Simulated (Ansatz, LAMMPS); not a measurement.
# Gap against volume in glassy 57SiO2-27Al2O3-16BaO (mol %) (149 atoms)

Density of this cell: 2.99 g/cm³. The cell holds 149 atoms: 25 Si, 24 Al, 7 Ba and 93 O. Cell: a = 12.887 Å, b = 12.562 Å, c = 13.038 Å, α = 90.9°, β = 89.7°, γ = 89.9°. The starting structure: 149 atoms (25 Si, 24 Al, 7 Ba, 93 O) placed at random at 2.88 g/cm³, melted at 4000 K for 10 ps at fixed volume with the Morse and Coulomb pair potential with partial charges (Pedone, Malavasi, Menziani, Cormack and Segre, J. Phys. Chem. B 110, 11780 (2006)). Quenched from 4000 K to 300 K at 25 K/ps and fixed volume, held 5 ps.

Calculated with Ansatz 0.2.0: Kohn-Sham DFT, r2SCAN, PAW (set soft_2), plane waves; cutoff 500 eV, Γ point, fermi-dirac smearing of 0.025 eV. The relaxed cell was scaled evenly and the atoms were relaxed at each volume. The gap is that between the highest filled and the lowest empty Kohn-Sham level on the run's k-points.

```
volume (Å³/atom)  gap (eV)
          13.315               4.647
          13.739               4.580
          14.164               4.535
          14.589                   ?
          15.014               4.326
```

Task: Fit a straight line in ln V to the rows given and interpolate to the withheld row.

Worked fit:

A volume deformation potential makes the spacing linear in u = ln(V/V0), with V0 = 14.164 Å³ the relaxed volume; v is the spacing.

```
u = ln(V/V0)  v (eV)
  -0.0618751  4.6468
  -0.0304591  4.5796
           0  4.5355
   0.0582694   4.326
```

With n = 4: mean u = -0.00851619, mean v = 4.52198, Σ(u − ū)² = 0.0078615, Σ(u − ū)(v − v̄) = -0.020898. Slope b = -0.020898 / 0.0078615 = -2.6583; intercept a = v̄ − b ū = 4.4993.

At the withheld volume u = 0.02956, and v = a + b u.

Prediction at 14.589: 4.421 eV. The run gave 4.426 eV, so the fit is low by 0.0053 eV (0.12 % of the value).

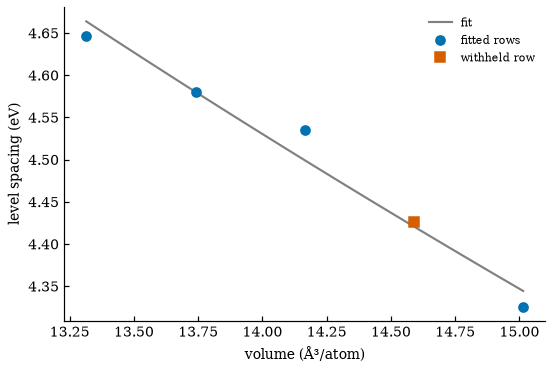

The fit, the rows that it rests on and the withheld row.

The slope, -2.66 eV, says that the spacing narrows on expansion. Among the rows given, the largest miss of the fit is at 14.164, by 0.036 eV (11 % of the range of the table).

Limits: The table spans 12 % in volume, wide for a linear law. Semilocal functionals tend to put gaps under measured ones. Only the Γ point is sampled. Atoms move by up to 1.0 Å in these relaxations, so the structure changes along the series. Defect or tail levels can set the spacing of a disordered cell. Spin–orbit coupling is left out, which matters for the levels of the heavy elements.

[Logs are printed without paths, hosts, clocks, repeated set-up lines and the standing remarks that a program may print on its own settings, such as how far it seeks lower states.]

[Hosts, paths, dates, database ids (printed as entryN), source tags and the programs' standing remarks are cut or masked in the printed files.]
